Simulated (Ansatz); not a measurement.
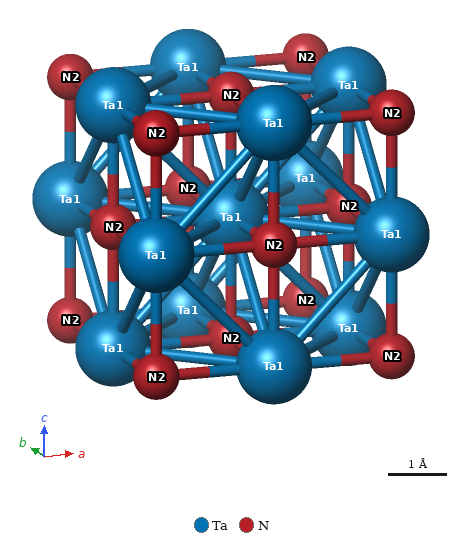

The structure as given in the input (ball-and-stick view of the cell 4 times as large as that of the calculation, set on its symmetry axes, seen slightly off an axis; atoms are numbered from 1 in the order of the input).

# What a change does: single-point calculation on TaN

System: TaN (Fm-3m, 2 atoms in the cell).
Method of the first run: DFT PBE, scalar-relativistic, plane waves, PAW, PAW set soft_1, no spin polarisation (Ansatz 0.2.0).

The structure derives from an entry of the Crystallography Open Database. Text and figures count atoms from 1; the logs count them from 0 in places.

### Input, the first run
```yaml
crystal:
  lattice:
    - [0.0, 2.1782990407, 2.1782990407]
    - [2.1782990407, 0.0, 2.1782990407]
    - [2.1782990407, 2.1782990407, 0.0]
  atoms:
    - { symbol: Ta, position: [0.5, 0.5, 0.5] }
    - { symbol: "N", position: [0.0, 0.0, 0.0] }
basis:
  ecutwfc: 520.0
kpoints:
  mp_grid: { grid: [20, 20, 20] }
hamiltonian:
  xc: pbe
  pseudopotentials: { kind: paw, azcp: { folder: soft_1 } }
scf:
  occupations: { method: gaussian, width: 0.15 }
output:
  forces: true
  stress: true
  eigenvalues: true
```

Command:
```bash
ansatz run input.yaml --threads 1 --pin off --max-ram 2048MiB --backend cpu --events-out ev --progress --plain --runs-dir out
```

Hardware: 1 thread of Arm Neoverse N1, 98 GiB of memory available, shared host.

### Output, shortened to warnings, some set-up lines, iterations and results (the first run)
```
Basis set: ecut = 520 eV, 537 PW (Γ), exchange–correlation on 48×48×48 points (8 copies of the dense FFT grid, shifted against one another)
Symmetry: 48 space group operations
k-points: 256 of 8000
Initial density: superposition of atomic densities (chi_scale 0.1, normalization cell, long waves kept (reshape's long-wave potential 0.00 eV rms))
[...]
SCF iter   1: F=—  HF=-10319.038509 eV  |F-HF|=—  |Δ(HF+E_count)|=         —  Δρ=5.84e-2  dr2=7.56e-1  ethr=3.10e-3  ⟨swp⟩=5.0  Hψ=35056  notcnv=0  defer=4
SCF iter   2: F=—  HF=-10318.979367 eV  |F-HF|=—  |Δ(HF+E_count)|=   5.91e-2  Δρ=4.16e-2  dr2=4.19e-1  ethr=3.10e-3  ⟨swp⟩=1.0  Hψ=6400  notcnv=0  defer=16
SCF iter   3: F=—  HF=-10318.885066 eV  |F-HF|=—  |Δ(HF+E_count)|=   9.43e-2  Δρ=3.36e-3  dr2=5.87e-4  ethr=2.33e-3  ⟨swp⟩=2.6  Hψ=6121  notcnv=0  defer=36
SCF iter   4: F=—  HF=-10318.885649 eV  |F-HF|=—  |Δ(HF+E_count)|=   5.82e-4  Δρ=6.43e-4  dr2=1.05e-4  ethr=3.26e-6  ⟨swp⟩=2.6  Hψ=8579  notcnv=0  defer=481
SCF iter   5: F=—  HF=-10318.885624 eV  |F-HF|=—  |Δ(HF+E_count)|=   2.46e-5  Δρ=7.50e-5  dr2=7.93e-7  ethr=5.82e-7  ⟨swp⟩=2.8  Hψ=5829  notcnv=0  defer=481
SCF iter   6: F=—  HF=-10318.885623 eV  |F-HF|=—  |Δ(HF+E_count)|=   1.07e-6  Δρ=9.02e-6  dr2=7.62e-9  ethr=5.56e-10  ⟨swp⟩=8.8  Hψ=20837  notcnv=0
SCF iter   7: F=-10318.885623 eV  HF=-10318.885623 eV  |F-HF|=7.28e-12  |Δ(HF+E_count)|=   3.55e-9  Δρ=1.12e-6  dr2=1.13e-10  ethr=4.23e-11  ⟨swp⟩=2.0  Hψ=11465  notcnv=0
SCF 1 converged in 7 iterations: F = -10318.885623 eV  dr2 = 1.13e-10
SCF converged after 7 iterations
Free energy (F): -10318.885623 eV
Harris-Foulkes:  -10318.885623 eV  (|F-HF|=7.28e-12)
Internal energy: -10318.877757 eV  (E = F + TS)
E sigma→0 (E₀):  -10318.881690 eV
Entropy (-TS):   -0.007866 eV (-3.933 meV/atom)
Fermi energy:    22.250977 eV
--- Per-component energies (eV) ---
  E_band       = -35.290912
  E_kinetic    = 527.569399
  E_local      = -549.909367  (includes V_loc(G=0)·N_el)
  E_nonlocal   = 24.214685
  E_hartree    = 199.089442
  E_xc         = -382.694535
  E_vxc        = -311.781514  (∫ρ·V_xc dr)
  E_paw        = -8433.078666  (= ΣΔE_a)
  E_vpaw       = -123.562922  (= ΣTr[D̂ρ^β])
  E_aug_tail   = 0.000011  (compensation charges beyond the density's cutoff)
  E_ewald      = -1704.068727
  E_smearing   = -0.007866  (= −TS)
  E_closure    = 0.000000  (closes the sum)
  Σ components = -10318.885623   (vs F -10318.885623, Δ=0.00e0)
--- Forces (eV/Å), atoms counted from 1 ---
  atom   1  Ta     0.00000000    -0.00000000    -0.00000000
  atom   2  N     -0.00000000     0.00000000     0.00000000
  max |Σ_I F_I| component: 2.97e-29 eV/Å
--- Stress (GPa, compression-positive) ---
       14.671886      -0.000000      -0.000000
       -0.000000      14.671886       0.000000
       -0.000000      -0.000000      14.671886
  P = ⅓ Tr σ = 14.6719 GPa (146.719 kbar)
```

The input of the second run differs as follows (lines with − go, lines with + come):
```diff
-basis:
-  ecutwfc: 520.0
-  mp_grid: { grid: [20, 20, 20] }
+  mp_grid: { grid: [20, 20, 20], shift: [0.5, 0.5, 0.5] }
```

What does this change do to the results?

The free energy of the second run is 2.1 meV per atom higher, the joint effect of these numerical settings, which can't be told apart here. The number of SCF iterations is the same. The irreducible k-points go from 256 to 770. The plane waves at Γ go from 537 to 411. On the same kind of shared host the second run took about 2.6 times as long.

### Output, shortened to warnings, some set-up lines, iterations and results (the second run)
```
Warning: crystal.symmetry: narrowed to the stabiliser of the k-point mesh — unitary ops 48 → 12; excluded 36 operations that carry a point of the 20×20×20 mesh (shift [0.5, 0.5, 0.5]) off the mesh (the run samples exactly the mesh kpoints.mp_grid names, as under crystal.symmetry.detect: false, and its converged state has the mesh's symmetry, not the crystal's; ε∞, the Born charges and the force …
Basis set: ecut = 420 eV, 411 PW (Γ), exchange–correlation on 48×48×48 points (8 copies of the dense FFT grid, shifted against one another)
Symmetry: 12 space group operations
k-points: 770 of 8000
Initial density: superposition of atomic densities (chi_scale 0.1, normalization cell, long waves kept (reshape's long-wave potential 0.00 eV rms))
[...]
SCF iter   1: F=—  HF=-10319.033828 eV  |F-HF|=—  |Δ(HF+E_count)|=         —  Δρ=5.83e-2  dr2=7.53e-1  ethr=3.10e-3  ⟨swp⟩=5.0  Hψ=105131  notcnv=0  defer=3
SCF iter   2: F=—  HF=-10318.975048 eV  |F-HF|=—  |Δ(HF+E_count)|=   5.88e-2  Δρ=4.15e-2  dr2=4.18e-1  ethr=3.10e-3  ⟨swp⟩=1.0  Hψ=19250  notcnv=0  defer=26
SCF iter   3: F=—  HF=-10318.880852 eV  |F-HF|=—  |Δ(HF+E_count)|=   9.42e-2  Δρ=3.36e-3  dr2=5.85e-4  ethr=2.32e-3  ⟨swp⟩=2.6  Hψ=18353  notcnv=0  defer=67
SCF iter   4: F=—  HF=-10318.881423 eV  |F-HF|=—  |Δ(HF+E_count)|=   5.71e-4  Δρ=6.51e-4  dr2=1.08e-4  ethr=3.25e-6  ⟨swp⟩=2.6  Hψ=25878  notcnv=0  defer=1465
SCF iter   5: F=—  HF=-10318.881399 eV  |F-HF|=—  |Δ(HF+E_count)|=   2.48e-5  Δρ=7.62e-5  dr2=8.59e-7  ethr=6.00e-7  ⟨swp⟩=2.8  Hψ=17460  notcnv=0  defer=1465
SCF iter   6: F=—  HF=-10318.881393 eV  |F-HF|=—  |Δ(HF+E_count)|=   5.79e-6  Δρ=8.97e-6  dr2=7.62e-9  ethr=5.56e-10  ⟨swp⟩=8.6  Hψ=61940  notcnv=0
SCF iter   7: F=-10318.881393 eV  HF=-10318.881393 eV  |F-HF|=3.64e-12  |Δ(HF+E_count)|=   2.83e-9  Δρ=1.12e-6  dr2=1.09e-10  ethr=4.23e-11  ⟨swp⟩=2.0  Hψ=34628  notcnv=0
SCF 1 converged in 7 iterations: F = -10318.881393 eV  dr2 = 1.09e-10
SCF converged after 7 iterations
Free energy (F): -10318.881393 eV
Harris-Foulkes:  -10318.881393 eV  (|F-HF|=3.64e-12)
Internal energy: -10318.872831 eV  (E = F + TS)
E sigma→0 (E₀):  -10318.877112 eV
Entropy (-TS):   -0.008562 eV (-4.281 meV/atom)
Fermi energy:    22.259435 eV
--- Per-component energies (eV) ---
  E_band       = -35.279962
  E_kinetic    = 527.619569
  E_local      = -549.924786  (includes V_loc(G=0)·N_el)
  E_nonlocal   = 24.179733
  E_hartree    = 199.098782
  E_xc         = -382.705561
  E_vxc        = -311.795323  (∫ρ·V_xc dr)
  E_paw        = -8433.072737  (= ΣΔE_a)
  E_vpaw       = -123.557527  (= ΣTr[D̂ρ^β])
  E_aug_tail   = 0.000896  (compensation charges beyond the density's cutoff)
  E_ewald      = -1704.068727
  E_smearing   = -0.008562  (= −TS)
  E_closure    = 0.000000  (closes the sum)
  Σ components = -10318.881393   (vs F -10318.881393, Δ=0.00e0)
--- Forces (eV/Å), atoms counted from 1 ---
  atom   1  Ta     0.00000000     0.00000000     0.00000000
  atom   2  N     -0.00000000     0.00000000    -0.00000000
  max |Σ_I F_I| component: 3.26e-29 eV/Å
--- Stress (GPa, compression-positive) ---
       14.712688      -0.081626      -0.081626
       -0.081626      14.712688      -0.081626
       -0.081626      -0.081626      14.712688
  P = ⅓ Tr σ = 14.7127 GPa (147.127 kbar)
```

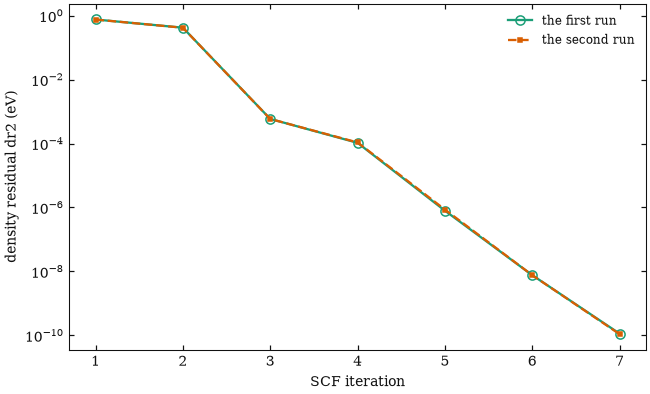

Convergence of the two runs: density residual dr2 against the SCF iteration. The first run takes 7 iterations in all, and the second run takes 7.

### The two runs side by side

```csv
quantity,the first run,the second run
outcome,converged,converged
free energy per atom (eV),−5159.4428,−5159.4407
"energy per atom, smearing taken to zero (eV)",−5159.4408,−5159.4386
gap on the mesh (eV),0.00,0.00
pressure (GPa),14.67,14.71
largest force (eV/Å),0.000,0.000
SCF iterations,7,7
irreducible k-points,256,770
plane waves at Γ,537,411
wall time (shared host),13 s,32 s
```

For both runs: Spin–orbit coupling is left out, which matters for Ta. The cell is under a pressure of 14.7 GPa at this level, so it is not at its equilibrium volume. For the second run: Warnings: the k-point mesh lowers the symmetry that the run can use.
